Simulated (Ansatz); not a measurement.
A series of calculations on CdSe

## 1. Scan

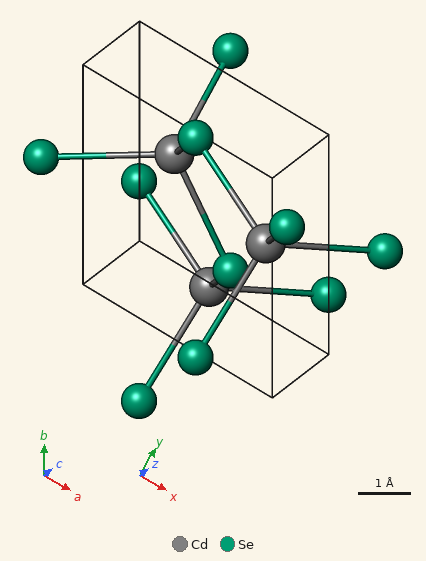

A scan of a crystal of CdSe (P6_3mc): the cell is strained in shear in the xy plane, with the atoms kept at their fractional coordinates. x, y and z are the Cartesian axes of the input. The picture shows the reference cell. The picture is a ball-and-stick view of the cell of the calculation, seen along the c axis, with a slight tilt.

Method: Ansatz, DFT PBE, scalar-relativistic, plane waves, PAW. Settings: plane-wave cutoff 420 eV; k-point mesh 6 × 6 × 4; occupations gaussian; smearing width 0.05 eV; no spin polarisation. Energies (free energies at the smearing named) are counted from the cell as listed in its source, which wasn't relaxed.

```
CELL_PARAMETERS angstrom
4.29850 0.00000 0.00000
-2.14925 3.72261 0.00000
0.00000 0.00000 7.01520
ATOMIC_POSITIONS crystal
Cd 0.66667 0.33333 0.00000
Cd 0.33333 0.66667 0.50000
Se 0.66667 0.33333 0.37500
Se 0.33333 0.66667 0.87500
```

**Predict the energy profile (the strain: −0.040, −0.030, −0.020, −0.010, 0.000, 0.005, 0.010, 0.015, 0.020, 0.025, 0.030, 0.035, 0.040).**

```tsv
engineering shear strain	E − E(ref) (meV/atom)
−0.040	5.18
−0.030	2.91
−0.020	1.29
−0.010	0.33
0.000	0.00
0.005	0.08
0.010	0.33
0.015	0.73
0.020	1.29
0.025	2.02
0.030	2.91
0.035	3.96
0.040	5.18
```

Points that are alike by symmetry were computed once.

Of the computed points the lowest is at the strain 0.00, 0.00 meV/atom. The end points stand at 5.18 meV/atom (−0.04) and 5.18 meV/atom (0.04). The unrelaxed reference is under a pressure of 3.0 GPa. The distortion takes the space group from P6_3mc to P2_1. At the strain −0.04 the cell of the drawing goes a 4.298 → 4.299 Å, b 4.298 → 4.373 Å, γ 120.0° → 121.7°.

## 2. Scan

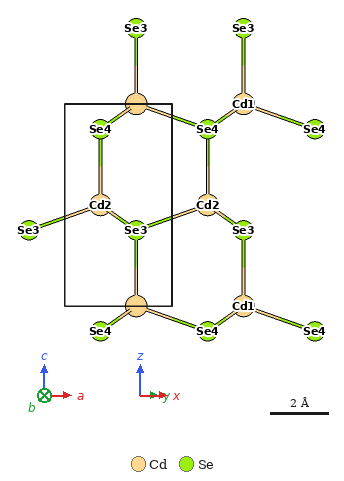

A scan of solid CdSe (P6_3mc): the cell is strained equally along x and y and separately along z, with the atoms kept at their fractional coordinates. x, y and z are the Cartesian axes of the input. The picture shows the reference cell. Style: ball-and-stick. Shown: the cell of the calculation, repeated 2 × 2 × 1 with one cell outlined, along the b axis.

Method: DFT r2SCAN, scalar-relativistic, plane waves, PAW in Ansatz. Set-up: plane-wave cutoff 500 eV; k-point mesh 6 × 6 × 4; occupations gaussian; smearing width 0.05 eV; no spin polarisation. Energies (free energies at the smearing named) are counted from the cell as listed in its source, which wasn't relaxed.

Input
```yaml
crystal:
  lattice:
    - [4.2984999142, 0.0, 0.0]
    - [-2.1492499571, 3.7226101239, 0.0]
    - [0.0, 0.0, 7.0152]
  atoms:
    - { symbol: Cd, position: [0.6666666667, 0.3333333333, 0.0] }
    - { symbol: Cd, position: [0.3333333333, 0.6666666667, 0.5] }
    - { symbol: Se, position: [0.6666666667, 0.3333333333, 0.375] }
    - { symbol: Se, position: [0.3333333333, 0.6666666667, 0.875] }
basis:
  ecutwfc: 500
kpoints:
  mp_grid: { grid: [6, 6, 4] }
hamiltonian:
  xc: r2scan
scf:
  occupations: { method: gaussian, width: 0.05 }
output:
  forces: true
  stress: true
  eigenvalues: true
  write_density: true
  write_potential: true
  elf: true
  volumetric_format: npy
```

Run as
```bash
ansatz run input.yaml --threads 1 --pin off --max-ram 2560MiB --backend cpu --events-out ev --progress --plain --runs-dir out
```

Give the energy at each point on a grid with rows −0.050, −0.025, 0.000, 0.025, 0.050 and columns −0.050, −0.025, 0.000, 0.025, 0.050 (strain along x and y; strain along z).

Answer. Rows: strain along x and y; columns: strain along z; values in meV/atom.

|  | −0.050 | −0.025 | 0.000 | 0.025 | 0.050 |
| --- | --- | --- | --- | --- | --- |
| −0.050 | 175.7 | 129.7 | 102.4 | 89.6 | 88.0 |
| −0.025 | 90.0 | 51.1 | 30.6 | 24.2 | 28.7 |
| 0.000 | 47.3 | 14.7 | 0.0 | −0.9 | 8.9 |
| 0.025 | 38.1 | 11.1 | 1.6 | 5.6 | 19.8 |
| 0.050 | 55.0 | 33.0 | 28.1 | 36.4 | 54.7 |

In pairs of (strain along x and y; strain along z): the lowest computed point lies at (0.000, 0.025) (−0.9 meV/atom), the highest at (−0.050, −0.050) (175.7 meV/atom). The valley is tilted: raising the in-plane strain is made harder by raising the strain along z (cross term 0.29 of the geometric mean of the two curvatures). Over the ranges scanned the energy rises more along the first axis, the in-plane strain. The pressure runs from −4.6 GPa at (0.050, 0.050) to 14.2 GPa at (−0.050, −0.050).

## 3. Energy map

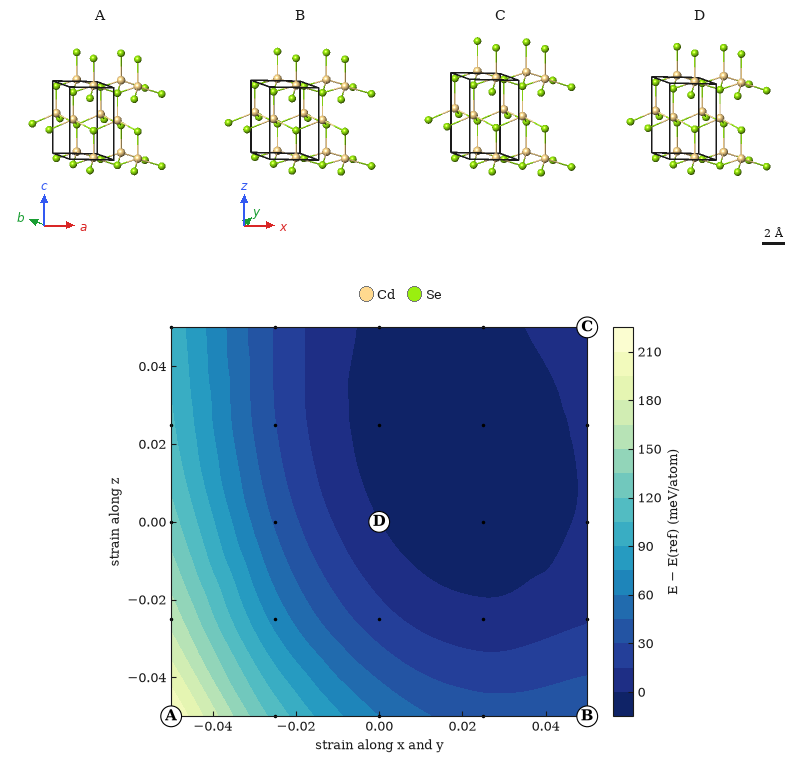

A scan of solid CdSe (P6_3mc): the cell is strained equally along x and y and separately along z, with the atoms kept at their fractional coordinates. x, y and z are the Cartesian axes of the input. The map is interpolated between the computed points (dots). The lettered frames are marked on it. Style: ball-and-stick. Shown: the cell of the calculation, repeated 2 × 2 × 1 with one cell outlined, slightly off an axis.

Theory: DFT PBE, scalar-relativistic, plane waves, PAW in Ansatz. Settings: plane-wave cutoff 420 eV; k-point mesh 6 × 6 × 4; occupations gaussian; smearing width 0.05 eV; no spin polarisation. Energies (free energies at the smearing named) are counted from the cell as listed in its source, which wasn't relaxed.

Q: What does the map show?

A: In pairs of (strain along x and y; strain along z): the lowest computed point lies at (0.025, 0.025) (−14.0 meV/atom), the highest at (−0.050, −0.050) (211.3 meV/atom). The valley is tilted: raising the in-plane strain is made harder by raising the strain along z (cross term 0.25 of the geometric mean of the two curvatures). Over the ranges scanned the energy rises more along the first axis, the in-plane strain. The pressure runs from −3.2 GPa at (0.050, 0.050) to 15.5 GPa at (−0.050, −0.050). The frames lie at A (−0.050, −0.050): 211.3 meV/atom, B (0.050, −0.050): 42.6 meV/atom, C (0.050, 0.050): 14.5 meV/atom, D (0.000, 0.000): 0.0 meV/atom.
